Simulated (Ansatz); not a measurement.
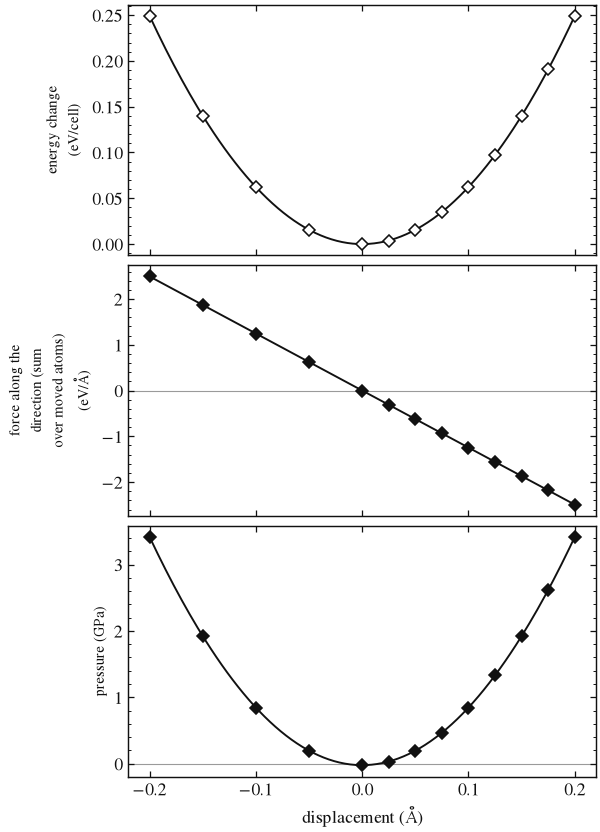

Plotted: energy change, force along the direction (sum over moved atoms) and pressure against displacement for CoSi₂, space group Fm-3m (No. 225).

Starting cell:
```yaml
crystal:
  lattice:
    - [0.00000, 2.65625, 2.65625]
    - [2.65625, 0.00000, 2.65625]
    - [2.65625, 2.65625, 0.00000]
  atoms:
    - { symbol: Co, position: [0.00000, 0.00000, 0.00000] }
    - { symbol: Si, position: [0.25000, 0.25000, 0.25000] }
    - { symbol: Si, position: [0.75000, 0.75000, 0.75000] }
```

Calculation (Ansatz 0.2.0): all atoms of one element of a crystal moved along a line, all else fixed, by plane-wave density functional theory with PAW datasets, free energies less that of the undisturbed cell, pressure positive in compression; scalar-relativistic. Level: PBEsol, no spin polarisation.

wave cutoff 420 eV; k mesh 16×16×16; occupations Gaussian; smearing width 0.15 eV; k shift (0, 0, 0) (mesh steps); start relaxed; moved element Si; direction (0, 1, 0) (Cartesian unit vector).

The points at displacement −0.15, −0.05, 0.1 and 0.2 follow from computed ones by symmetry.

Question: Is the given structure stable along this path?

Answer: Yes: the energy rises on both sides of the starting structure, which is therefore a minimum along this path.

Question: How does the force along the direction (sum over moved atoms) vary with displacement?

Answer: It falls from 2.49 eV/Å at displacement −0.200 Å to −2.49 eV/Å at 0.200 Å, and changes sign near 0.000 Å.

Question: What does the pressure do across the range?

Answer: It goes from 3.415 GPa at displacement −0.200 Å to 3.415 GPa at 0.200 Å, not monotonically, with a low of −0.022 GPa at 0.000 Å.

Note: no spin polarisation, a magnetic state may lie lower.
